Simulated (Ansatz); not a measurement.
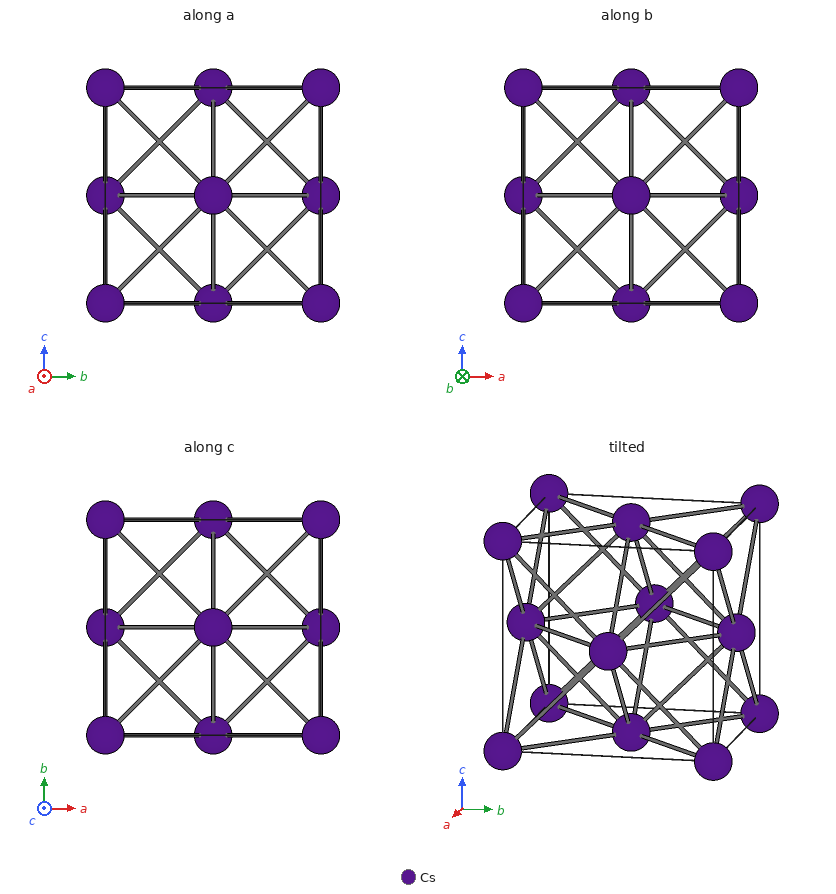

Ball-and-stick representation of a periodic structure, projected along the a axis, along the b axis, along the c axis and slightly off an axis. Thin lines show the conventional unit cell, with boundary atoms drawn in all their periodic places.

Lattice parameters: a = 8.1127 Å, b = 8.1127 Å, c = 8.1127 Å, α = 90.000°, β = 90.000°, γ = 90.000°.

Give the structure in the form of a CIF with its space group and independent sites.

```cif
data_structure
_symmetry_space_group_name_H-M 'F m -3 m'
_symmetry_Int_Tables_number 225
_cell_length_a 8.1127
_cell_length_b 8.1127
_cell_length_c 8.1127
_cell_angle_alpha 90.000
_cell_angle_beta 90.000
_cell_angle_gamma 90.000
_cell_volume 533.95
loop_
_atom_site_label
_atom_site_type_symbol
_atom_site_symmetry_multiplicity
_atom_site_Wyckoff_symbol
_atom_site_fract_x
_atom_site_fract_y
_atom_site_fract_z
_atom_site_occupancy
Cs1 Cs 4 a 0.0000 0.0000 0.0000 1
```

It goes back to a structure type filled with this element by a generator (whether the element takes this form wasn't checked). Earlier steps of the study may have refined or changed the cell and positions. A calculation with Ansatz used it as input.
